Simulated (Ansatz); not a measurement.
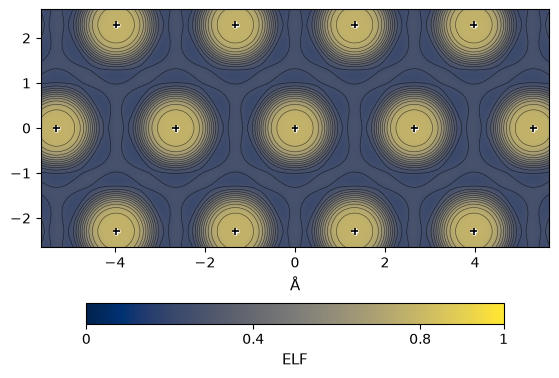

The electron localisation function on a plane through atoms (crosses mark nuclei in the plane).

The calculation used Ansatz, DFT, LDA, PAW with Ansatz's default frozen-core files, scalar-relativistic; relaxation of cell and atoms.

Candidates:
A. InSb, a = 6.03 Å, b = 6.03 Å, c = 6.03 Å, α = 90.00°, β = 90.00°, γ = 90.00°. Space group F-43m; computed pressure about 15 GPa in this cell.
B. Rh, a = 3.75 Å, b = 3.75 Å, c = 3.75 Å, α = 90.00°, β = 90.00°, γ = 90.00°. Space group Fm-3m; computed without spin polarisation.

Which candidate gave the map?

Answer. Candidate B: Rh on the (111) plane of the conventional cell, which holds Rh. Rh–Rh (2.65 Å): the ELF is about 0.30 at the midpoint; no localised pair shows between them.
